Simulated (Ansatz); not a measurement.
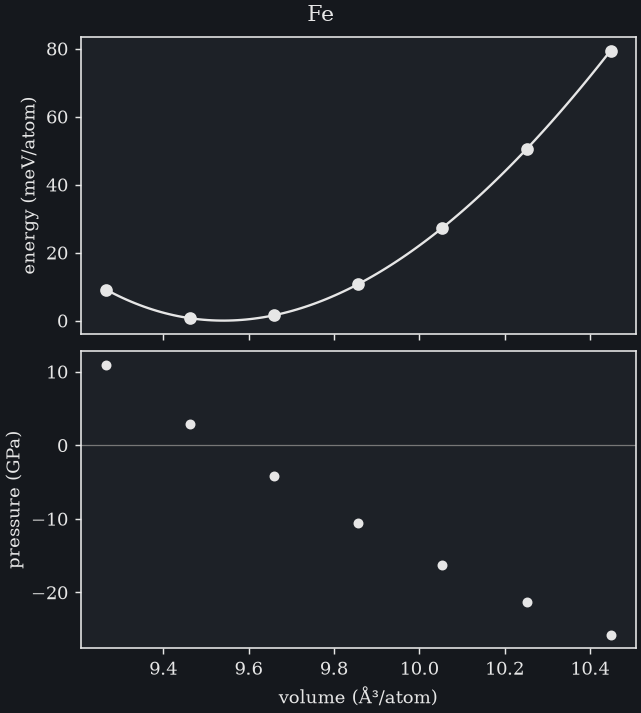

The picture above shows the energy and pressure against volume for Fe, space group P6_3/mmc (No. 194).

Starting cell:
```yaml
crystal:
  lattice:
    - [2.43416, 0.00000, 0.00000]
    - [-1.21708, 2.10804, 0.00000]
    - [0.00000, 0.00000, 3.84193]
  atoms:
    - { symbol: Fe, position: [0.66667, 0.33333, 0.75000] }
    - { symbol: Fe, position: [0.33333, 0.66667, 0.25000] }
```

Computed with Ansatz 0.2.0: all-electron LAPW DFT, collinear spins; energies at scaled volumes of the given cell, shape and fractions fixed, counted from the fit's minimum, third-order Birch-Murnaghan fit. Level: LDA, collinear spin.

k mesh 12×12×7; occupations Fermi–Dirac; smearing width 0.05 eV; potentials all electron LAPW, scalar relativistic; program settings basis error eV/atom 0.001.

**Give the fitted equation-of-state parameters.**

A third-order Birch–Murnaghan fit gives V0 = 9.54 Å³/atom, B0 = 349 GPa and B′ = 4.6.

**Read off the course of the pressure.**

It falls from 10.93 GPa at volume 9.27 Å³/atom to −25.77 GPa at 10.45 Å³/atom, and changes sign near 9.54 Å³/atom.

Caveats: the program warns: seeded moment not kept; shape and atomic fractions are frozen while scaling, which makes layered, chain and framework solids too stiff.

The computed values:

| volume (Å³/atom) | energy (meV/atom) | pressure (GPa) |
| --- | --- | --- |
| 9.27 | 9.14 | 10.93 |
| 9.46 | 0.71 | 2.93 |
| 9.66 | 1.58 | −4.20 |
| 9.86 | 10.74 | −10.56 |
| 10.05 | 27.29 | −16.23 |
| 10.25 | 50.43 | −21.28 |
| 10.45 | 79.43 | −25.77 |
